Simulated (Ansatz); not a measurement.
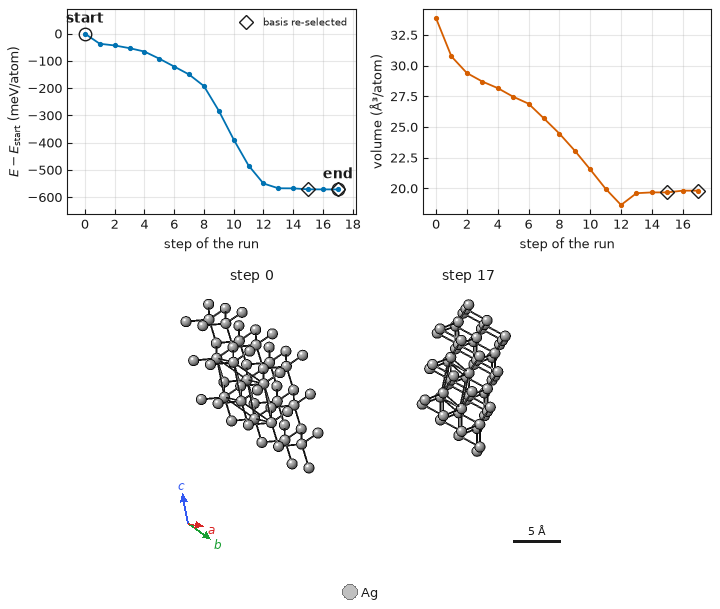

First and last geometry of a relaxation of a crystal of Ag (set up in I4_1/amd) (coarse preliminary run), with the history of the run. A ball-and-stick model of the cell of the calculation, repeated 1 × 2 × 2 with one cell outlined, seen slightly off an axis.

Case: 2 of 2 Li taken out, relaxed.

The calculation used Ansatz 0.2.0, DFT PBE, scalar-relativistic, plane waves, PAW. Settings: plane-wave cutoff 420 eV; k-point mesh 6 × 6 × 6; occupations gaussian; smearing width 0.1 eV; no spin polarisation; cell and atoms relaxed; force threshold 0.0325 eV/Å; at most 70 steps.

> Did the run converge, and what did it change?

It converged. The energy falls by 571 meV per atom in 15 accepted moves (17 points after the start). All forces vanish by symmetry, so only the cell relaxes. Pressure: −2.66 GPa at the start and 0.02 GPa at the end. The SCF was repeated twice at an unchanged geometry on a basis and grid sized afresh for the cell, which shifted the energy by 3.5 meV per atom at most. The atoms keep their places relative to the cell (all moves are under 0.005 Å). Cell: a = b = c 4.520 → 4.039 Å (−10.6 %), α 117.2° → 96.6°, β 117.2° → 96.6°, γ 94.9° → 140.2°. Volume −41.5 %. Among the contacts that change: Ag–Ag 6.114 → 2.748 Å, Ag–Ag 2.807 → 2.772 Å. Among the angles between lasting bonds that change: Ag–Ag–Ag 114.0° → 151.3°, Ag–Ag–Ag 107.3° → 93.5°. The space group stays I4_1/amd (No. 141).

```csv
step,"E − E(0), meV/atom","pressure, GPa","volume, Å³/atom",note
0,0.00,-2.66,33.874,
1,-37.05,-0.74,30.757,
2,-43.24,0.42,29.403,
3,-53.11,0.68,28.710,
4,-65.58,0.63,28.174,
5,-91.76,0.46,27.474,
6,-120.57,-0.17,26.905,
7,-149.65,-0.08,25.701,
8,-192.19,-0.68,24.471,
9,-282.67,-1.29,23.077,
10,-388.28,-0.84,21.551,
11,-483.68,0.96,19.974,
12,-549.61,5.03,18.653,
13,-567.14,0.35,19.613,
14,-567.48,0.05,19.678,
15,-570.98,0.52,19.678,"same geometry, new basis"
16,-571.28,0.03,19.819,
17,-571.33,0.02,19.819,"same geometry, new basis"
```
